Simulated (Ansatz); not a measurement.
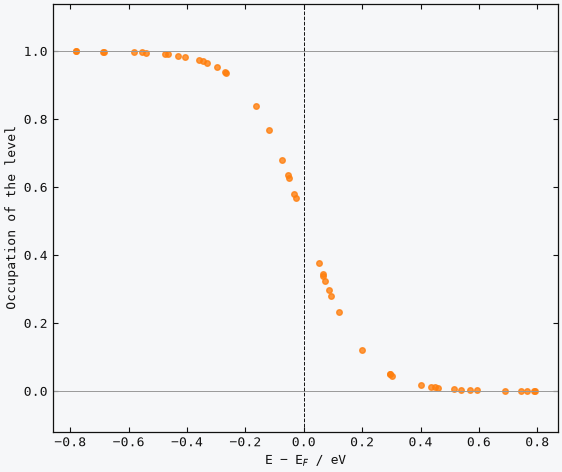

Occupations of the one-electron levels of the k mesh against their energy, from a run on Si, space group P6/mmm, 1 atom in the cell, with Ansatz.

Name the smearing function and its width.

Fermi-Dirac smearing with a width of 0.1 eV. The occupations stay between 0 and 1 and have long exponential tails; the slope at the Fermi level is 1/(4 × width).
